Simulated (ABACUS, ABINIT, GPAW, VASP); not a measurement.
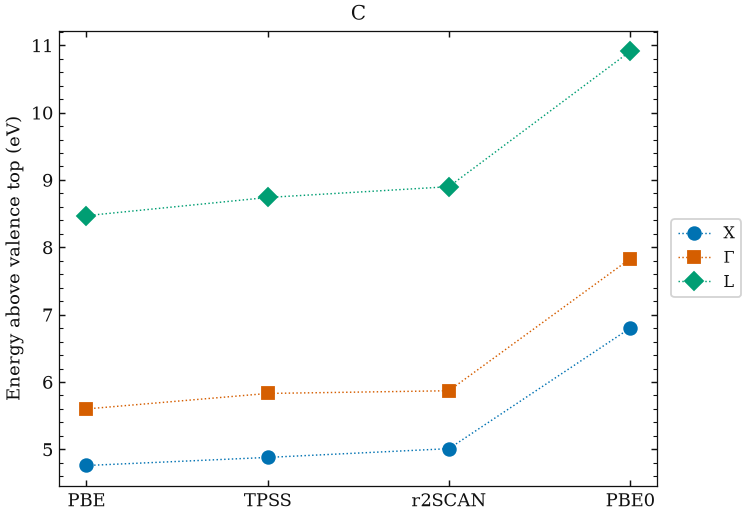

Lowest conduction level at each named k point, counted from the valence-band top at Γ, by several methods on one cell of diamond-type C, space group Fd-3m (No. 227), 2 atoms in the primitive cell; cubic a = 3.567 Å. All runs are without spin-orbit coupling and carry no moments. The smallest gap lies off these points.

| method | program | X (eV) | Γ (eV) | L (eV) |
| --- | --- | --- | --- | --- |
| PBE | GPAW | 4.76 | 5.60 | 8.47 |
| TPSS | ABACUS | 4.88 | 5.83 | 8.74 |
| r2SCAN | GPAW | 5.01 | 5.87 | 8.90 |
| PBE0 | ABINIT | 6.80 | 7.83 | 10.91 |

What does r2SCAN-EpsX give? It was run as: r2SCAN-EpsX, a hybrid whose share of exact exchange is set to 1/ε∞, VASP PAW PBE potentials, release 64 (C), 8×8×8 k mesh, 520 eV cutoff, Gaussian smearing of 0.02 eV (VASP).

Exact exchange opens the gap over the semilocal values shown, the highest of which is 5.01 eV (r2SCAN) at X. r2SCAN-EpsX gives 6.21 eV at X, 7.16 eV at Γ and 10.31 eV at L, which is +1.45 eV from PBE at X.

How do the methods rank at X?

From low to high: PBE 4.76, TPSS 4.88, r2SCAN 5.01, r2SCAN-EpsX 6.21, PBE0 6.80 eV.

Do the methods agree on which of these conduction levels is lowest?

Yes: all put it at X.

Settings. PBE: GPAW PAW data sets (gpaw-data 1.2.1), 10×10×10 k mesh, 650 eV cutoff, Fermi-Dirac smearing of 0.05 eV (GPAW 26.7.0). TPSS: SG15 ONCV 1.2 PBE, 8×8×8 k mesh, 1293 eV cutoff, Fermi-Dirac smearing of 0.05 eV (ABACUS 3.10.1). r2SCAN: GPAW PAW data sets (gpaw-data 1.2.1), 10×10×10 k mesh, 800 eV cutoff, Fermi-Dirac smearing of 0.05 eV (GPAW 26.7.0). PBE0: PseudoDojo NC SR PBE v0.4.1 standard, 8×8×8 k mesh, 844 eV cutoff, fixed occupations (ABINIT).

These are five of the 52 methods that were run on this cell. The runs come from different programs and meshes, which adds differences of its own. At ambient pressure diamond is metastable; the stable form of carbon is graphite. LDA, GGA and most meta-GGA functionals understate gaps. TPSS and PBE0: the potentials were made for another functional. r2SCAN and r2SCAN-EpsX: the PAW data sets were made with another functional. r2SCAN-EpsX: the k mesh is thin for exact exchange. Over all k points computed the smallest gap is 4.17 eV in PBE (mesh alone), 4.26 eV in TPSS (mesh alone), 4.35 eV in r2SCAN, 5.54 eV in r2SCAN-EpsX (mesh alone) and 6.17 eV in PBE0 (mesh alone).
